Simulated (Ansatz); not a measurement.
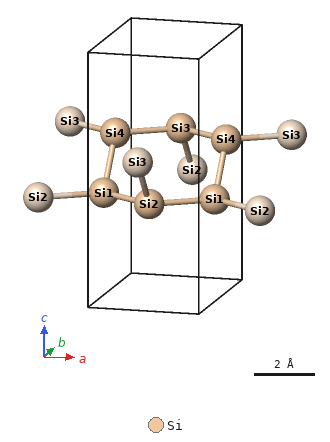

The structure as given in the input (ball-and-stick view of the cell of the calculation, with the vacuum cut short, seen slightly off an axis; neighbours outside the cell are drawn fainter; atoms are numbered from 1 in the order of the input). Near neighbours in the crystal (not all of them lie inside the picture): Si has 3 Si at 2.26 to 2.30 Å.

**Geometry relaxation, with input and output: Si**

System: Si (slab, 4 atoms in the cell).
Method: DFT, PBEsol, all-electron LAPW, scalar-relativistic, no spin polarisation (Ansatz 0.2.0).

It belongs to a series of runs on one base structure; here: atoms relaxed, LAPW. Figures and captions count atoms from 1; the log counts them from 0 in places.

The input
```yaml
crystal:
  lattice:
    - [3.8424174448, 0.0, 0.0]
    - [0.0, 5.4339988627, 0.0]
    - [0.0, 0.0, 17.9212]
  atoms:
    - { symbol: Si, position: [0.0, 0.3670773233, 0.4515308934] }
    - { symbol: Si, position: [0.5, 0.1329226767, 0.4515308934] }
    - { symbol: Si, position: [0.5, 0.8670771925, 0.5484691066] }
    - { symbol: Si, position: [0.0, 0.6329228075, 0.5484691066] }
kpoints:
  mp_grid: { grid: [7, 5, 1] }
scf:
  occupations: { method: fermi_dirac, width: 0.02 }
hamiltonian:
  xc: pbesol
  pseudopotentials: { kind: all_electron, lapw: { basis_error: 0.001 } }
output:
  forces: true
  stress: true
  eigenvalues: true
relax:
  f_tol: 0.01
  max_steps: 12
efield:
  axis: 3
  amplitude: 0
  dipole_correction: true
```

Run as:
```bash
ansatz run input.yaml --threads 1 --pin off --max-ram 3584MiB --backend cpu --events-out ev --progress --plain --runs-dir out
```

Output
```
The last accepted step is kept in [file] (removed where the run ends without a failure and the disk answers)
LAPW: plane waves up to 8.441 Å⁻¹, error target 1.0e-3 eV per atom; small_component_spin mean_spin; Si in spheres of 1.096 Å, 12 of its electrons in bands, Dirac shells [] (how accurate: hamiltonian.pseudopotentials.lapw.basis_error, Limitations)
Engine: ansatz 0.2.0, aarch64-unknown-linux-gnu
Pseudopotentials: kind: all_electron
Pseudopotential: Si, LAPW, valence charge 12, lapw/all_electron/scalar/gaussian/Si, Koelling and Harmon's equation, gaussian nucleus
Functional definition: PBEsol
  exchange = pbesol_x
  correlation = pbesol_c
Crystal: 4 atoms, lattice volume = 374.189 Å³
Basis set: ecut = 271.4672042230426 eV, 3753 PW (Γ), exchange–correlation at level 2
Bands: 29, of which v1, the nominal top of the filled ones, is band 24 counted from 1 (23 counted from 0)
Symmetry: 4 space group operations
k-points: 12 of 35
Non-local potential: Si, projectors of the file, none
Initial density: superposition of atomic densities (neutral atoms: chi_scale 0, normalization atom)
Initial wavefunctions: plane waves of lowest kinetic energy (no species holds an atomic orbital)
Functional: x = pbesol(κ = 0.804, μ = 0.12345679012345678), c = pbesol(β = 0.046)
iter 1 solved again at ethr=5.32e-3 eV; its pass at ethr=1.00e-1 eV (dr2=2.55e0 eV) is discarded
SCF iter   1: F=—  HF=-31508.829852 eV  |F-HF|=—  |Δ(HF+E_count)|=         —  Δρ=1.98e-2  dr2=2.69e0  ethr=5.32e-3  p=0.000 e·Å  D=8.91e-14 V/Å  ΔV_dip=-0.00 eV  dr2_dipole=3.27e-12  V_vac-E_F(+/−)=6.17/6.17 eV  ⟨swp⟩=3.3  Hψ=2221  notcnv=0
efield: sawtooth ramp at fractional position 0.9500 (placed from the atoms, in the widest stretch of the axis that holds none; the zero of the levels goes with the place), width 0.1000; the density the first Hamiltonian is built on has a dipole p = -0.000 e·Å; the dipole correction subtracts the counter field D = -3.39e-14 V/Å, which shifts the + side's vacuum level by +0.00 eV against the − side's; the planar-averaged density in the ramp window peaks in size at 5.6e-7 e/Å³
preconditioner: auto → LDOS  [metal: Δε(μ)=0.013 eV  Ē_g=7.509 eV  σ=0.020 eV  W_gap=0.15  n_scr=38 (ndim 8)  ℏωp=7.7 eV  f_vac=0.677  D(μ)=5.72/eV (n_scr^D=24)  β→1.0]
iter 2 solved again at ethr=3.28e-4 eV; its pass at ethr=5.32e-3 eV (dr2=1.58e-1 eV) is discarded
SCF iter   2: F=—  HF=-31507.942425 eV  |F-HF|=—  |Δ(HF+E_count)|=   8.87e-1  Δρ=7.63e-3  dr2=1.57e-1  ethr=3.28e-4  p=-0.000 e·Å  D=-2.97e-7 V/Å  ΔV_dip=0.00 eV  dr2_dipole=9.88e-12  V_vac-E_F(+/−)=5.25/5.25 eV  ⟨swp⟩=2.4  Hψ=1898  notcnv=0
SCF iter   3: F=—  HF=-31508.015319 eV  |F-HF|=—  |Δ(HF+E_count)|=         —  Δρ=1.69e-3  dr2=4.48e-2  ethr=3.27e-4  p=0.000 e·Å  D=1.02e-9 V/Å  ΔV_dip=-0.00 eV  dr2_dipole=2.46e-13  V_vac-E_F(+/−)=4.97/4.97 eV  ⟨swp⟩=3.1  Hψ=1079  notcnv=0
the basis was enlarged: its passes take 354.1 KiB over the memory plan, 1 of 1 planned eigensolver slots
SCF iter   4: F=—  HF=-31508.010126 eV  |F-HF|=—  |Δ(HF+E_count)|=   5.19e-3  Δρ=7.85e-4  dr2=6.13e-3  ethr=9.33e-5  p=0.000 e·Å  D=5.78e-9 V/Å  ΔV_dip=-0.00 eV  dr2_dipole=5.18e-13  V_vac-E_F(+/−)=4.75/4.75 eV  ⟨swp⟩=3.5  Hψ=1124  notcnv=0
SCF iter   5: F=—  HF=-31508.009497 eV  |F-HF|=—  |Δ(HF+E_count)|=   6.29e-4  Δρ=1.78e-4  dr2=3.77e-4  ethr=1.28e-5  p=-0.000 e·Å  D=-3.48e-9 V/Å  ΔV_dip=0.00 eV  dr2_dipole=9.41e-16  V_vac-E_F(+/−)=4.62/4.62 eV  ⟨swp⟩=3.2  Hψ=1075  notcnv=0
SCF iter   6: F=—  HF=-31508.009547 eV  |F-HF|=—  |Δ(HF+E_count)|=   5.02e-5  Δρ=3.63e-5  dr2=1.07e-5  ethr=7.85e-7  p=0.000 e·Å  D=1.42e-8 V/Å  ΔV_dip=-0.00 eV  dr2_dipole=2.93e-14  V_vac-E_F(+/−)=4.58/4.58 eV  ⟨swp⟩=3.0  Hψ=1031  notcnv=0
SCF iter   7: F=-31508.009552 eV  HF=-31508.009551 eV  |F-HF|=8.31e-7  |Δ(HF+E_count)|=   3.70e-6  Δρ=8.10e-6  dr2=4.99e-7  ethr=2.22e-8  p=0.000 e·Å  D=3.90e-8 V/Å  ΔV_dip=-0.00 eV  dr2_dipole=4.19e-15  V_vac-E_F(+/−)=4.58/4.58 eV  ⟨swp⟩=3.3  Hψ=1004  notcnv=0
the search or the solves at the SCF's close seem to have found levels that the self-consistency loop had missed (the run counts 1). By its estimate they hold under 1e-12 electrons; where the run keeps them, the occupations were computed again with them
SCF 1 converged in 7 iterations: F = -31508.009552 eV  dr2 = 4.99e-7
relax step   1: F+E_penalty+E_count = -31508.00955174 eV  Δ(F+E_penalty+E_count) = +0.000e0 eV  max|allowed force component| = 4.505e-4 eV/Å  Δτ_max = 0.0000 Å  (7 SCF iters, dr2 threshold 2.50e-6 eV, accepted)
Initial density: handed on by an earlier stage of this run
Initial wavefunctions: those handed on with the density
iter 1 solved again at ethr=1.04e-9 eV; its pass at ethr=1.00e-1 eV (dr2=4.98e-7 eV) is discarded
SCF iter   1: F=—  HF=-31508.009551 eV  |F-HF|=—  |Δ(HF+E_count)|=         —  Δρ=8.00e-6  dr2=4.99e-7  ethr=1.04e-9  p=0.000 e·Å  D=3.90e-8 V/Å  ΔV_dip=-0.00 eV  dr2_dipole=4.86e-15  V_vac-E_F(+/−)=4.58/4.58 eV  ⟨swp⟩=2.1  Hψ=1323  notcnv=0
efield: sawtooth ramp at fractional position 0.9500 (handed on by an earlier solve), width 0.1000; the density the first Hamiltonian is built on has a dipole p = 0.000 e·Å; the dipole correction subtracts the counter field D = 3.90e-8 V/Å, which shifts the + side's vacuum level by -0.00 eV against the − side's; the planar-averaged density in the ramp window peaks in size at 8.9e-8 e/Å³
preconditioner: auto → LDOS  [insulator: Δε(μ)=0.109 eV  Ē_g=7.175 eV  σ=0.020 eV  W_gap=0.51  n_scr=38 (ndim 8)  ℏωp=7.7 eV  f_vac=0.693  D(μ)=3.11/eV (n_scr^D=12)  ε∞_Penn≈2.1  β→1.0]
SCF iter   2: F=-31508.009552 eV  HF=-31508.009552 eV  |F-HF|=9.35e-8  |Δ(HF+E_count)|=   8.68e-7  Δρ=3.18e-6  dr2=8.98e-8  ethr=1.04e-9  p=0.000 e·Å  D=4.89e-8 V/Å  ΔV_dip=-0.00 eV  dr2_dipole=3.93e-16  V_vac-E_F(+/−)=4.58/4.58 eV  ⟨swp⟩=3.0  Hψ=979  notcnv=0
SCF 2 converged in 2 iterations: F = -31508.009552 eV  dr2 = 8.98e-8
relax step   2: F+E_penalty+E_count = -31508.00955187 eV  Δ(F+E_penalty+E_count) = -1.325e-7 eV  max|allowed force component| = 5.908e-4 eV/Å  Δτ_max = 0.0000 Å  (2 SCF iters, accepted)
SCF converged after 2 iterations
Free energy (F): -31508.009552 eV
Harris-Foulkes:  -31508.009552 eV  (|F-HF|=9.35e-8)
Internal energy: -31508.005901 eV  (E = F + TS)
E sigma→0 (E₀):  -31508.007727 eV
Entropy (-TS):   -0.003651 eV (-0.913 meV/atom)
Fermi energy:    -2.032553 eV
Dipole field:    D = 0.000000 V/Å  (p = 0.000000 e·Å, saw-weighted, corrected)
Work function:   Φ+ = 4.5769 eV   Φ− = 4.5769 eV
Levels:          The Fermi level and band energies are counted from a zero that moves with the ramp; work functions are not
--- Per-component energies (eV) ---
  E_band       = -3392.521574
  E_kinetic    = 31591.651633
  E_xc         = -2208.240341
  E_efield     = 0.000000  (sawtooth field / dipole correction)
  E_electrostatic = -60891.417193  (all electrons and nuclei)
  E_smearing   = -0.003651  (= −TS)
  E_closure    = 0.000000  (closes the sum)
  E_atoms      = -31488.843489  (free atoms, spherical and without spin; not in F)
  Σ components = -31508.009552   (vs F -31508.009552, Δ=0.00e0)
  Basis errors (estimates in eV, not in F): energy 5.0e-4 per atom: plane waves 4.6e-4 (2.9e-4 summed), levels above the bands 2.6e-85, relativity 1.0e-8, radial functions 3.4e-5, core shells 2.7e-11; eigenvalues (radial functions only) 2.6e-7; not estimated: angular momenta, meshes, grids; target (lapw.basis_error) 1.0e-3; muffin-tin radii Si 1.096 Å
--- Forces (eV/Å), atoms counted from 1 ---
  atom   1  Si     0.00000000    -0.00037953     0.00059076
  atom   2  Si     0.00000000     0.00037953     0.00059076
  atom   3  Si     0.00000000    -0.00036889    -0.00059078
  atom   4  Si     0.00000000     0.00036889    -0.00059078
  max |Σ_I F_I| component: 3.76e-8 eV/Å
--- Stress (GPa, compression-positive) ---
        0.466759       0.000000       0.000000
        0.000000       0.382755       0.000000
        0.000000       0.000000       0.000475
  P = ⅓ Tr σ = 0.2833 GPa (2.833 kbar)
--- Band table (eV; the first three rows and the last of 12) ---
  k-point 0: bands = ["-135.5063", "-135.5029", "-135.5011", "-135.4976", "-91.8271", "-91.8244", "-91.8232", "-91.8197", "-91.7781", "-91.7692", "-91.7637", "-91.7616", "-91.7585", "-91.7504", "-91.7377", "-91.7356", "-12.9971", "-10.4907", "-8.3882", "-4.8259", "-4.3900", "-4.3255", "-3.1415", "-2.6916", "-0.9275", "-0.6960", "0.7140", "0.8893", "1.5883"]
  k-point 1: bands = ["-135.5061", "-135.5036", "-135.5004", "-135.4978", "-91.8270", "-91.8250", "-91.8226", "-91.8200", "-91.7775", "-91.7706", "-91.7635", "-91.7618", "-91.7573", "-91.7509", "-91.7374", "-91.7358", "-12.8453", "-10.9353", "-7.9858", "-5.3634", "-4.2050", "-3.9869", "-2.9012", "-2.7826", "-0.9635", "-0.5831", "0.0239", "0.7054", "1.9648"]
  k-point 2: bands = ["-135.5055", "-135.5046", "-135.4993", "-135.4984", "-91.8265", "-91.8259", "-91.8215", "-91.8206", "-91.7758", "-91.7732", "-91.7630", "-91.7624", "-91.7548", "-91.7525", "-91.7369", "-91.7363", "-12.4031", "-11.7202", "-7.2121", "-6.3070", "-3.8642", "-3.3763", "-2.9712", "-2.1564", "-1.6875", "-1.2162", "0.1302", "0.6076", "2.5344"]
  k-point 11: bands = ["-135.5040", "-135.5036", "-135.5003", "-135.5000", "-91.8255", "-91.8252", "-91.8224", "-91.8221", "-91.7768", "-91.7764", "-91.7612", "-91.7611", "-91.7476", "-91.7460", "-91.7431", "-91.7420", "-10.9479", "-10.5364", "-8.8025", "-8.3528", "-4.9452", "-4.5162", "-3.5895", "-3.2502", "-0.7740", "-0.7563", "1.5294", "1.6816", "2.3932"]
--- Relaxed structure (2 steps of the walk, 2 accepted, 0 SCFs on fresh bases) ---
  F+E_penalty+E_count = -31508.00955187 eV   max|allowed force component| = 5.908e-4 eV/Å
  atoms:
    - { symbol: Si, position: [0.0, 0.3670773233, 0.4515308934] }
    - { symbol: Si, position: [0.5, 0.1329226767, 0.4515308934] }
    - { symbol: Si, position: [0.5, 0.8670771925000001, 0.5484691066] }
    - { symbol: Si, position: [0.0, 0.6329228075, 0.5484691066] }
```

Trajectory as extended XYZ (Å, eV, eV/Å), 2 frames, from step=1 to step=2
```
4
Lattice="3.8424 0.0000 0.0000 0.0000 5.4340 0.0000 0.0000 0.0000 17.9212" Properties=species:S:1:pos:R:3:forces:R:3 step=1 energy=-31508.00955
Si    0.0000    1.9947    8.0920    0.0000  -0.0003   0.0005
Si    1.9212    0.7223    8.0920    0.0000   0.0003   0.0005
Si    1.9212    4.7117    9.8292    0.0000  -0.0003  -0.0004
Si    0.0000    3.4393    9.8292    0.0000   0.0003  -0.0004
4
Lattice="3.8424 0.0000 0.0000 0.0000 5.4340 0.0000 0.0000 0.0000 17.9212" Properties=species:S:1:pos:R:3:forces:R:3 step=2 energy=-31508.00955
Si    0.0000    1.9947    8.0920    0.0000  -0.0004   0.0006
Si    1.9212    0.7223    8.0920    0.0000   0.0004   0.0006
Si    1.9212    4.7117    9.8292    0.0000  -0.0004  -0.0006
Si    0.0000    3.4393    9.8292    0.0000   0.0004  -0.0006
```

Results in brief

| quantity | value |
| --- | --- |
| outcome | converged |
| electrons in bands (core shells apart) | 48 |
| free energy | −31508.0096 eV |
| Fermi energy | −2.033 eV |
| final volume | 374.19 Å³ |
| largest force (length of the vector) at the end | 0.001 eV/Å |
| hardware | 1 thread of Arm Neoverse V1, 24 GiB of memory available, shared host |
| wall time | 68 s |
| peak memory | 0.88 GiB |
